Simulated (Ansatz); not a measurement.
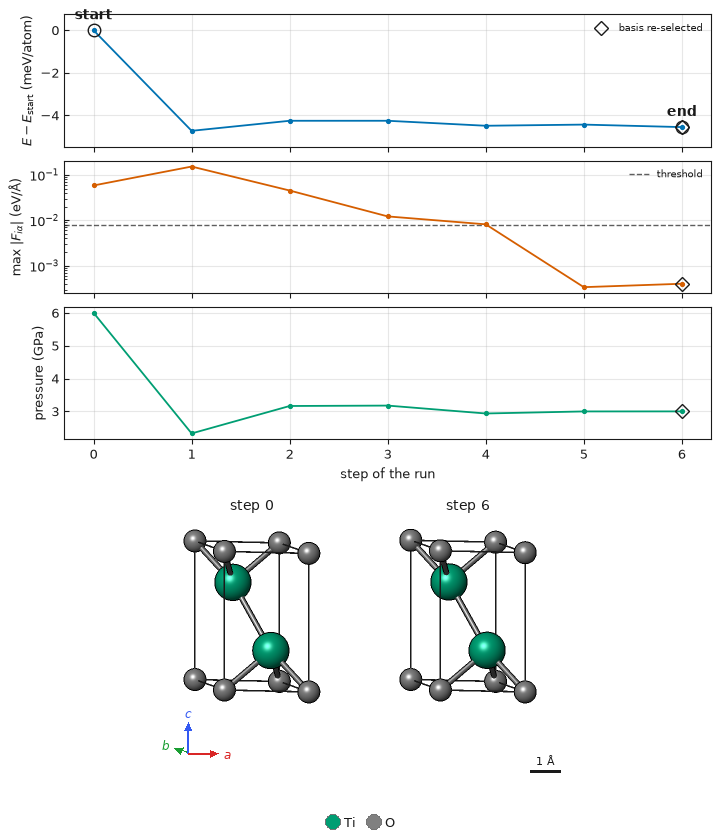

First and last geometry of a relaxation of crystalline Ti2O (set up in P-3m1), with the history of the run. Style: ball-and-stick. Shown: the cell of the calculation, slightly off an axis.

Case: relaxed at 3 GPa.

Method: DFT r2SCAN, scalar-relativistic, plane waves, PAW (Ansatz). Settings: plane-wave cutoff 500 eV; k-point mesh 18 × 18 × 10; occupations gaussian; smearing width 0.1 eV; target pressure 3 GPa; no spin polarisation; cell and atoms relaxed; force threshold 0.008 eV/Å; at most 50 steps.

> Read the history and describe the run.

It converged. The atoms keep their places relative to the cell (all moves are under 0.005 Å). Cell: a = b 2.924 → 2.936 Å (+0.4 %), c 4.769 → 4.792 Å (+0.5 %). Volume +1.4 %. Near-neighbour distances that change, for instance: Ti–Ti 3.070 → 3.088 Å, Ti–Ti 2.924 → 2.936 Å, O–Ti 2.120 → 2.131 Å, Ti–Ti 2.776 → 2.786 Å. The space group stays P-3m1 (No. 164). The energy falls by 4.5 meV per atom in 5 accepted moves (6 points after the start). With the target pressure of 3 GPa, the enthalpy E + pV changes by −1.5 meV per atom. Largest force component: 0.059 eV/Å at the start, 0.0004 eV/Å at the end. Pressure: 6.00 GPa at the start and 3.00 GPa at the end. At 1 point the geometry stayed and the basis and grid were re-selected for the new cell (energy shift of 0.1 meV per atom at most each time).

| step | E − E(0), meV/atom | largest force component, eV/Å | pressure, GPa | volume, Å³/atom | note |
| --- | --- | --- | --- | --- | --- |
| 0 | 0.00 | 0.0588 | 6.00 | 11.766 |  |
| 1 | -4.72 | 0.1535 | 2.33 | 11.976 |  |
| 2 | -4.25 | 0.0455 | 3.17 | 11.922 |  |
| 3 | -4.25 | 0.0123 | 3.18 | 11.918 |  |
| 4 | -4.48 | 0.0082 | 2.94 | 11.931 |  |
| 5 | -4.43 | 0.0003 | 3.00 | 11.928 |  |
| 6 | -4.55 | 0.0004 | 3.00 | 11.928 | same geometry, new basis |
